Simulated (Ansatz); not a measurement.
# What a change does: single-point calculation on W

System: W (Fm-3m, 1 atom in the cell).
Method of run A: Kohn-Sham DFT of a periodic cell, LDA, all-electron LAPW, scalar-relativistic, no spin polarisation (Ansatz 0.2.0).

The structure derives from an entry of the Crystallography Open Database. Text and figures count atoms from 1; the logs count them from 0 in places.

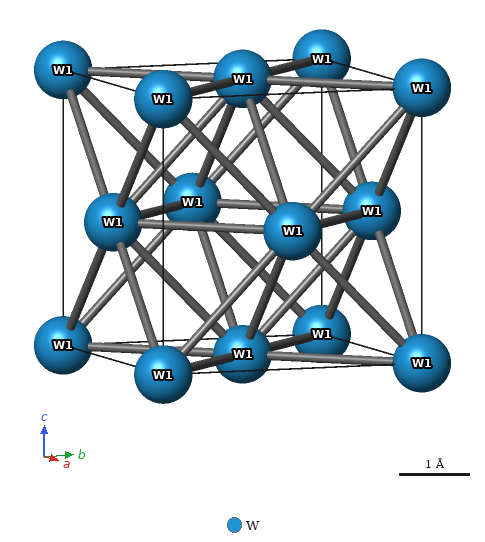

Fig. 1: The input geometry (ball-and-stick view of the cell 4 times as large as that of the calculation, set on its symmetry axes, seen slightly off an axis; atoms are numbered from 1 in the order of the input). Near neighbours in the crystal (not all of them lie inside the picture): W has 12 W at 2.81 Å.

## The input, run A
```yaml
crystal:
  lattice:
    - [0.0, 1.9885598007, 1.9885598007]
    - [1.9885598007, 0.0, 1.9885598007]
    - [1.9885598007, 1.9885598007, 0.0]
  atoms:
    - { symbol: W, position: [0.0, 0.0, 0.0] }
kpoints:
  mp_grid: { grid: [11, 11, 11] }
scf:
  occupations: { method: fermi_dirac, width: 0.05 }
hamiltonian:
  xc: lda
  pseudopotentials: { kind: all_electron, lapw: { basis_error: 0.001 } }
output:
  forces: true
  stress: true
  eigenvalues: true
```

Command:
```bash
ansatz run input.yaml --threads 1 --pin off --max-ram 3072MiB --backend cpu --events-out ev --progress --plain --runs-dir out
```

Hardware: 1 thread of Arm Neoverse V2, 24 GiB of memory available, shared host.

## Output, shortened to warnings, some set-up lines, iterations and results (run A)
```
Basis set: ecut = 267.1778389568402 eV, 169 PW (Γ), exchange–correlation at level 2
Symmetry: 48 space group operations
k-points: 56 of 1331
Initial density: superposition of atomic densities (chi_scale 0.1, normalization cell)
[...]
SCF iter   1: F=—  HF=-438947.138501 eV  |F-HF|=—  |Δ(HF+E_count)|=         —  Δρ=2.99e-2  dr2=7.15e-2  ethr=1.87e-4  ⟨swp⟩=2.9  Hψ=8155  notcnv=0
SCF iter   2: F=—  HF=-438946.958829 eV  |F-HF|=—  |Δ(HF+E_count)|=   1.80e-1  Δρ=1.55e-2  dr2=2.34e-2  ethr=1.87e-4  ⟨swp⟩=2.0  Hψ=4033  notcnv=0
SCF iter   3: F=—  HF=-438946.941998 eV  |F-HF|=—  |Δ(HF+E_count)|=   1.68e-2  Δρ=9.94e-3  dr2=1.07e-2  ethr=6.16e-5  ⟨swp⟩=2.0  Hψ=3820  notcnv=0
SCF iter   4: F=—  HF=-438946.937864 eV  |F-HF|=—  |Δ(HF+E_count)|=         —  Δρ=5.40e-3  dr2=3.64e-3  ethr=2.82e-5  ⟨swp⟩=2.0  Hψ=3819  notcnv=0
SCF iter   5: F=—  HF=-438946.937608 eV  |F-HF|=—  |Δ(HF+E_count)|=   2.56e-4  Δρ=1.33e-3  dr2=2.65e-4  ethr=7.00e-7  ⟨swp⟩=2.0  Hψ=6465  notcnv=0
SCF iter   6: F=—  HF=-438946.937614 eV  |F-HF|=—  |Δ(HF+E_count)|=   6.02e-6  Δρ=3.22e-4  dr2=1.41e-5  ethr=6.99e-7  ⟨swp⟩=2.0  Hψ=3820  notcnv=0
SCF iter   7: F=—  HF=-438946.937613 eV  |F-HF|=—  |Δ(HF+E_count)|=   7.06e-7  Δρ=8.66e-5  dr2=1.26e-6  ethr=3.72e-8  ⟨swp⟩=2.0  Hψ=3820  notcnv=0
SCF iter   8: F=-438946.937613 eV  HF=-438946.937613 eV  |F-HF|=1.36e-8  |Δ(HF+E_count)|=   2.18e-7  Δρ=2.08e-5  dr2=5.55e-8  ethr=3.32e-9  ⟨swp⟩=2.0  Hψ=3820  notcnv=0
SCF 1 converged in 8 iterations: F = -438946.937613 eV  dr2 = 5.55e-8
SCF converged after 8 iterations
Free energy (F): -438946.937613 eV
Harris-Foulkes:  -438946.937613 eV  (|F-HF|=1.36e-8)
Internal energy: -438946.929019 eV  (E = F + TS)
E sigma→0 (E₀):  -438946.933316 eV
Entropy (-TS):   -0.008594 eV (-8.594 meV/atom)
Fermi energy:    28.515061 eV
--- Per-component energies (eV) ---
  E_band       = -2012.614770
  E_kinetic    = 491467.727061
  E_xc         = -8576.622923
  E_electrostatic = -921838.033157  (all electrons and nuclei)
  E_smearing   = -0.008594  (= −TS)
  E_closure    = 0.000000  (closes the sum)
  E_atoms      = -438934.780873  (free atoms, spherical and without spin; not in F)
  Σ components = -438946.937613   (vs F -438946.937613, Δ=0.00e0)
  Basis errors (estimates in eV, not in F): energy 2.3e-4 per atom: plane waves 1.9e-4 (9.5e-5 summed), levels above the bands 6.3e-109, relativity 1.1e-8, radial functions 4.3e-5, core shells 1.1e-6; eigenvalues (radial functions only) 4.1e-6; not estimated: angular momenta, meshes, grids; target …
--- Forces (eV/Å), atoms counted from 1 ---
  atom   1  W      0.00000000     0.00000000    -0.00000000
  max |Σ_I F_I| component: 9.45e-32 eV/Å
--- Stress (GPa, compression-positive) ---
       -0.157657       0.000000       0.000000
        0.000000      -0.157657       0.000000
        0.000000       0.000000      -0.157657
  P = ⅓ Tr σ = -0.1577 GPa (-1.577 kbar)
```

For run B the input was changed thus:
```diff
-  xc: lda
+  xc: pbesol
```

What does this change do to the results?

The total energies belong to different methods, so their difference says nothing on which is more stable or more accurate. The pressure goes from −0.16 to 5.57 GPa. The functional changes from LDA to PBEsol. Along LDA, PBEsol, PBE and RPBE the binding weakens and the preferred volume grows, so the same cell is under more pressure with the later ones. The number of SCF iterations is the same.

## Output, shortened to warnings, some set-up lines, iterations and results (run B)
```
Basis set: ecut = 267.15596232210385 eV, 169 PW (Γ), exchange–correlation at level 2
Symmetry: 48 space group operations
k-points: 56 of 1331
Initial density: superposition of atomic densities (chi_scale 0.1, normalization cell)
[...]
SCF iter   1: F=—  HF=-439073.700672 eV  |F-HF|=—  |Δ(HF+E_count)|=         —  Δρ=3.09e-2  dr2=7.66e-2  ethr=2.00e-4  ⟨swp⟩=2.9  Hψ=8146  notcnv=0
SCF iter   2: F=—  HF=-439073.519369 eV  |F-HF|=—  |Δ(HF+E_count)|=   1.81e-1  Δρ=1.61e-2  dr2=2.50e-2  ethr=2.00e-4  ⟨swp⟩=2.0  Hψ=4033  notcnv=0
SCF iter   3: F=—  HF=-439073.502973 eV  |F-HF|=—  |Δ(HF+E_count)|=   1.64e-2  Δρ=1.02e-2  dr2=1.13e-2  ethr=6.59e-5  ⟨swp⟩=2.0  Hψ=3820  notcnv=0
SCF iter   4: F=—  HF=-439073.498651 eV  |F-HF|=—  |Δ(HF+E_count)|=         —  Δρ=5.57e-3  dr2=3.88e-3  ethr=2.96e-5  ⟨swp⟩=2.0  Hψ=3821  notcnv=0
SCF iter   5: F=—  HF=-439073.498428 eV  |F-HF|=—  |Δ(HF+E_count)|=   2.24e-4  Δρ=1.40e-3  dr2=2.97e-4  ethr=7.83e-7  ⟨swp⟩=2.0  Hψ=6461  notcnv=0
SCF iter   6: F=—  HF=-439073.498442 eV  |F-HF|=—  |Δ(HF+E_count)|=   1.42e-5  Δρ=3.38e-4  dr2=1.58e-5  ethr=7.83e-7  ⟨swp⟩=2.0  Hψ=3820  notcnv=0
SCF iter   7: F=—  HF=-439073.498441 eV  |F-HF|=—  |Δ(HF+E_count)|=   1.03e-6  Δρ=8.95e-5  dr2=1.34e-6  ethr=4.16e-8  ⟨swp⟩=2.0  Hψ=3820  notcnv=0
SCF iter   8: F=-439073.498441 eV  HF=-439073.498441 eV  |F-HF|=1.89e-8  |Δ(HF+E_count)|=   2.52e-7  Δρ=2.08e-5  dr2=5.64e-8  ethr=3.51e-9  ⟨swp⟩=2.0  Hψ=3820  notcnv=0
SCF 1 converged in 8 iterations: F = -439073.498441 eV  dr2 = 5.64e-8
SCF converged after 8 iterations
Free energy (F): -439073.498441 eV
Harris-Foulkes:  -439073.498441 eV  (|F-HF|=1.89e-8)
Internal energy: -439073.490420 eV  (E = F + TS)
E sigma→0 (E₀):  -439073.494430 eV
Entropy (-TS):   -0.008021 eV (-8.021 meV/atom)
Fermi energy:    28.716234 eV
--- Per-component energies (eV) ---
  E_band       = -2006.879171
  E_kinetic    = 491698.213151
  E_xc         = -8704.150557
  E_electrostatic = -922067.553014  (all electrons and nuclei)
  E_smearing   = -0.008021  (= −TS)
  E_closure    = 0.000000  (closes the sum)
  E_atoms      = -439061.712185  (free atoms, spherical and without spin; not in F)
  Σ components = -439073.498441   (vs F -439073.498441, Δ=0.00e0)
  Basis errors (estimates in eV, not in F): energy 2.2e-4 per atom: plane waves 1.8e-4 (9.4e-5 summed), levels above the bands 2.1e-108, relativity 5.7e-8, radial functions 3.4e-5, core shells 1.1e-6; eigenvalues (radial functions only) 4.1e-6; not estimated: angular momenta, meshes, grids; target …
--- Forces (eV/Å), atoms counted from 1 ---
  atom   1  W     -0.00000000     0.00000000     0.00000000
  max |Σ_I F_I| component: 2.05e-32 eV/Å
--- Stress (GPa, compression-positive) ---
        5.567976       0.000000       0.000000
        0.000000       5.567976       0.000000
        0.000000       0.000000       5.567976
  P = ⅓ Tr σ = 5.5680 GPa (55.680 kbar)
```

## The two runs side by side

```tsv
quantity	run A	run B
outcome	converged	converged
free energy per atom (eV)	−438946.9376	−439073.4984
energy per atom, smearing taken to zero (eV)	−438946.9333	−439073.4944
gap on the mesh (eV)	0.00	0.00
pressure (GPa)	−0.16	5.57
largest force (eV/Å)	0.000	0.000
SCF iterations	8	8
irreducible k-points	56	56
plane waves at Γ	169	169
wall time (shared host)	6.8 s	7.2 s
```

For both runs: Spin–orbit coupling is left out, which matters for W. For run B: The cell is under a pressure of 5.6 GPa at this level, so it is not at its equilibrium volume.
